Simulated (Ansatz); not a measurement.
## Band-structure calculation of NaF

The run: band-structure calculation of NaF (P4/mmm, 2 atoms in the cell). Method and program: DFT, PBE, plane waves, PAW, no spin polarisation (Ansatz 0.2.0).

The structure was built on a prototype by a generator. The geometry comes from this level: r2SCAN (a point of a series of strains). It belongs to a series of runs on one base structure; here: uniaxial_z strain +1.7%.

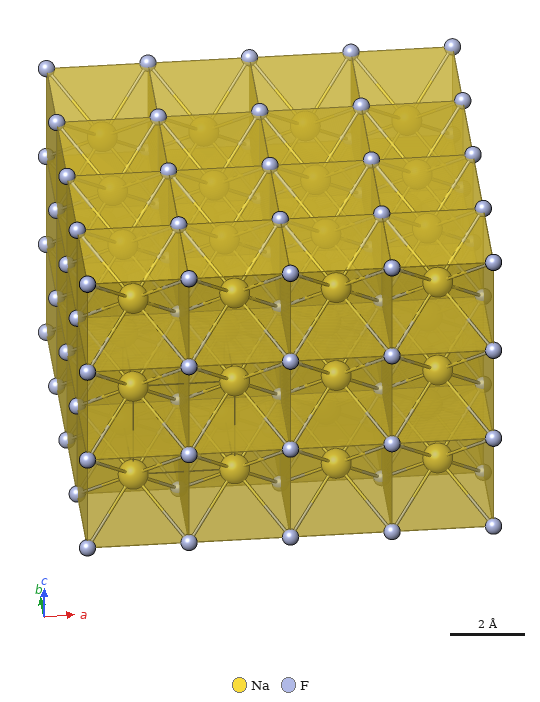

The structure (polyhedral view of the cell of the calculation, repeated 3 × 3 × 2, seen at an oblique angle; polyhedra are completed across the faces of the cell).

## The input
```yaml
crystal:
  lattice:
    - [2.7934852186, 0.0, 0.0]
    - [0.0, 2.7934852186, 0.0]
    - [0.0, 0.0, 2.8395777247]
  atoms:
    - { symbol: Na, position: [0.0, 0.0, 0.0] }
    - { symbol: F, position: [0.5, 0.5, 0.5] }
kpoints:
  mp_grid: { grid: [10, 10, 10] }
  band_path:
    path:
      - [0.0, 0.0, 0.0]
      - [0.0, 0.5, 0.0]
      - [0.5, 0.5, 0.0]
      - [0.5, 0.5, 0.5]
      - [0.0, 0.5, 0.5]
    npoints: 1
hamiltonian:
  xc: pbe
scf:
  occupations: { method: fermi_dirac, width: 0.02 }
  n_extra_bands: 4
output:
  forces: true
  stress: true
  eigenvalues: true
```

Machine: 4 threads of an x86-64 CPU, shared host.

Launch command:
```bash
ansatz run input.yaml --threads 4 --pin off --max-ram 3686MiB --backend cpu --events-out ev --progress --plain --runs-dir out
```

## The program's output
```
scf.n_extra_bands = 4 over 8 filled bands (N_el = 16.0): the run solves 12 bands
Engine: ansatz 0.2.0, x86_64-unknown-linux-gnu
Pseudopotentials: kind: paw
Pseudopotential: Na, paw, valence charge 9, recommended cutoff 420 eV (normal), Na.paw.azcp
Pseudopotential: F, paw, valence charge 7, recommended cutoff 420 eV (normal), F.paw.azcp
Functional definition: PBE
  parameter kappa = 0.804
  parameter beta = 0.06672455060314922
  exchange = pbe_x(kappa = kappa, mu = beta*pi^2/3)
  correlation = pbe_c(beta = beta)
Crystal: 2 atoms, lattice volume = 22.159 Å³
Basis set: ecut = 420 eV, 453 PW (Γ), exchange–correlation on 40×40×40 points (8 copies of the dense FFT grid, shifted against one another)
Bands: 12, of which v1, the nominal top of the filled ones, is band 8 counted from 1 (7 counted from 0)
Symmetry: 16 space group operations
Space group: P4/mmm (ITA 123), of the structure as read, at distance tolerance 2.8e-5 Å
k-points: 126 of 1000
Non-local potential: Na, projectors of the file, l = 0: 3, l = 1: 2, l = 2: 1
Non-local potential: F, projectors of the file, l = 0: 2, l = 1: 2, l = 2: 1
PAW form: soft (Blöchl's): semilocal exchange-correlation on the pseudo side does not see the compensation charge
PAW one-centre angular grid: Na, 110 points (default); XC on 64 Gauss nodes
PAW one-centre angular grid: F, 110 points (default); XC on 64 Gauss nodes
Initial density: superposition of atomic densities (neutral atoms: chi_scale 0, normalization atom), corrected by the library's trained network
Initial wavefunctions: pseudopotential atomic-orbital guess
Functional: x = pbe(κ = 0.804, μ = 0.2195149727645171), c = pbe(β = 0.06672455060314922)
SCF iter   1: F=—  HF=-2297.099229 eV  |F-HF|=—  |Δ(HF+E_count)|=         —  Δρ=1.17e-3  dr2=3.65e-4  ethr=1.77e-3  ⟨swp⟩=6.0  Hψ=8442  notcnv=0
preconditioner: auto → none  [insulator: Δε(μ)=5.956 eV  Ē_g=27.134 eV  σ=0.020 eV  W_gap=1.00  n_scr=6 (ndim 8)  ℏωp=29.5 eV  f_vac=0.038  D(μ)=0.00/eV (n_scr^D=0)  ε∞_Penn≈2.2]
SCF iter   2: F=—  HF=-2297.098731 eV  |F-HF|=—  |Δ(HF+E_count)|=   4.97e-4  Δρ=5.29e-4  dr2=3.82e-5  ethr=2.28e-6  ⟨swp⟩=2.0  Hψ=3902  notcnv=0
SCF iter   3: F=—  HF=-2297.098621 eV  |F-HF|=—  |Δ(HF+E_count)|=   1.11e-4  Δρ=2.08e-4  dr2=4.95e-6  ethr=2.39e-7  ⟨swp⟩=2.4  Hψ=2419  notcnv=0
SCF iter   4: F=—  HF=-2297.098628 eV  |F-HF|=—  |Δ(HF+E_count)|=   7.66e-6  Δρ=7.39e-5  dr2=7.61e-7  ethr=3.09e-8  ⟨swp⟩=2.0  Hψ=2019  notcnv=0
iter 5 did not close the SCF: its close was put off for the readings that it lacked (scf_convergence_deferred on its scf_iter line)
SCF iter   5: F=-2297.098628 eV  HF=-2297.098628 eV  |F-HF|=3.85e-9  |Δ(HF+E_count)|=   6.12e-8  Δρ=1.73e-5  dr2=4.79e-8  ethr=4.75e-9  ⟨swp⟩=3.0  Hψ=2503  notcnv=0
SCF iter   6: F=-2297.098628 eV  HF=-2297.098628 eV  |F-HF|=1.84e-8  |Δ(HF+E_count)|=   2.67e-8  Δρ=1.21e-5  dr2=2.12e-8  ethr=2.99e-10  ⟨swp⟩=2.0  Hψ=5003  notcnv=0
SCF 1 converged in 6 iterations: F = -2297.098628 eV  dr2 = 2.12e-8
  greatest PAW one-centre occupation: 0.999 electrons in one spin orbital (limit 2), on the Na atom at site 0 (counted from 0), in its partial waves of l = 0
NSCF: frozen V_eff on 5 k-points
SCF converged after 6 iterations
Free energy (F): -2297.098628 eV
Harris-Foulkes:  -2297.098628 eV  (|F-HF|=1.84e-8)
Internal energy: -2297.098628 eV  (E = F + TS)
E sigma→0 (E₀):  -2297.098628 eV
Fermi energy:    5.825810 eV
--- Per-component energies (eV) ---
  E_band       = -218.579939
  E_kinetic    = 329.463575
  E_local      = -1576.902633  (includes V_loc(G=0)·N_el)
  E_nonlocal   = 188.630359
  E_hartree    = 550.179059
  E_xc         = -120.342616
  E_vxc        = -154.399096  (∫ρ·V_xc dr)
  E_paw        = -463.641479  (= ΣΔE_a)
  E_vpaw       = -105.736484  (= ΣTr[D̂ρ^β])
  E_aug_tail   = 0.001960  (compensation charges beyond the density's cutoff)
  E_ewald      = -1204.486852
  E_smearing   = -0.000000  (= −TS)
  E_closure    = 0.000000  (closes the sum)
  Σ components = -2297.098628   (vs F -2297.098628, Δ=0.00e0)
--- Forces (eV/Å), atoms counted from 1 ---
  atom   1  Na    -0.00000000     0.00000000     0.00000000
  atom   2  F      0.00000000     0.00000000     0.00000000
  max |Σ_I F_I| component: 2.50e-29 eV/Å
--- Stress (GPa, compression-positive) ---
        4.238544       0.000000       0.000000
        0.000000       4.238544       0.000000
        0.000000       0.000000       1.545077
  P = ⅓ Tr σ = 3.3407 GPa (33.407 kbar)
--- Band table (eV; the first three rows and the last of 126) ---
  k-point 0: bands = ["-45.4969", "-17.2925", "-17.2871", "-17.2871", "-17.0546", "2.3752", "2.4892", "2.4892", "8.8015", "18.3469", "18.6483", "26.1829"]
  k-point 1: bands = ["-45.4947", "-17.4497", "-17.2846", "-17.2846", "-16.8908", "2.1082", "2.4997", "2.4997", "9.1392", "18.1853", "18.8315", "26.4815"]
  k-point 2: bands = ["-45.4890", "-17.6621", "-17.2781", "-17.2781", "-16.6598", "1.4890", "2.5275", "2.5275", "10.0058", "17.6362", "19.3798", "26.5665"]
  k-point 125: bands = ["-45.4249", "-17.4787", "-17.4787", "-17.4470", "-16.3111", "1.1515", "1.1515", "1.1887", "17.0897", "17.0897", "17.1068", "21.8377"]
```

## File bands.tsv
```
# k_distance	band_0	band_1	band_2	band_3	band_4	band_5	band_6	band_7	band_8	band_9	band_10	band_11
# fermi_ev = 5.825810
# lock_threshold_ev = 1e-6
# [0, 0, 0] at k_distance = 0.000000
# [0, 0.5, 0] at k_distance = 1.124614
# [0.5, 0.5, 0] at k_distance = 2.249228
# [0.5, 0.5, 0.5] at k_distance = 3.355587
# [0, 0.5, 0.5] at k_distance = 4.480201
# levels_relative_to = fermi_ev
# free_energy_ev = -2297.098628
# largest_residual_norms_ev = 3.250e-4 6.096e-4 6.676e-4 4.683e-4 6.379e-4 3.231e-4 4.551e-4 4.977e-4 3.055e-4 8.263e-4 3.318e-4 1.199e-3
0.000000	-51.322667	-23.118353	-23.112947	-23.112947	-22.880380	-3.450646	-3.336650	-3.336650	2.975653	12.521109	12.822488	20.357135
1.124614	-51.295658	-23.824388	-23.087219	-23.083133	-22.091197	-5.640955	-3.314703	-3.202751	7.701392	8.766927	16.791281	18.020633
2.249228	-51.270506	-23.352830	-23.352830	-23.062663	-22.349946	-4.881750	-4.881750	-3.095675	8.947424	12.148130	12.148130	12.344189
3.355587	-51.250672	-23.304536	-23.304536	-23.272827	-22.136881	-4.674327	-4.674327	-4.637108	11.263893	11.263893	11.280972	16.011888
4.480201	-51.274651	-23.359046	-23.326347	-23.062732	-22.377792	-4.921805	-4.876255	-3.014017	8.814655	11.954204	12.134223	12.557845
```

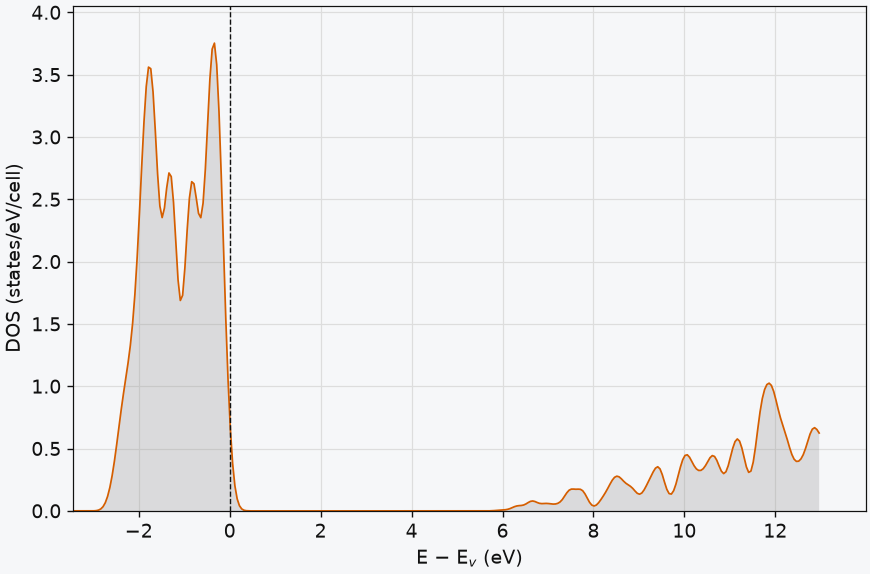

Density of states (the curve is built from the levels of the k mesh with Gaussians 0.3 eV wide, which also blur the band edges), with energies from the valence-band top. There is a gap of 5.99 eV on the k-point mesh. Small ripples come from the finite k-point mesh.

## Summary

```csv
quantity,value
outcome,converged
space group (tolerance 0.01 Å),P4/mmm (123)
electrons treated,16
free energy,−2297.0986 eV
Fermi energy,5.826 eV
gap on the k-point mesh,5.99 eV
pressure,3.34 GPa
largest force (length of the vector),under 0.001 eV/Å
wall time,1.6 s (CPU time 4.8 s)
peak memory,0.32 GiB
```
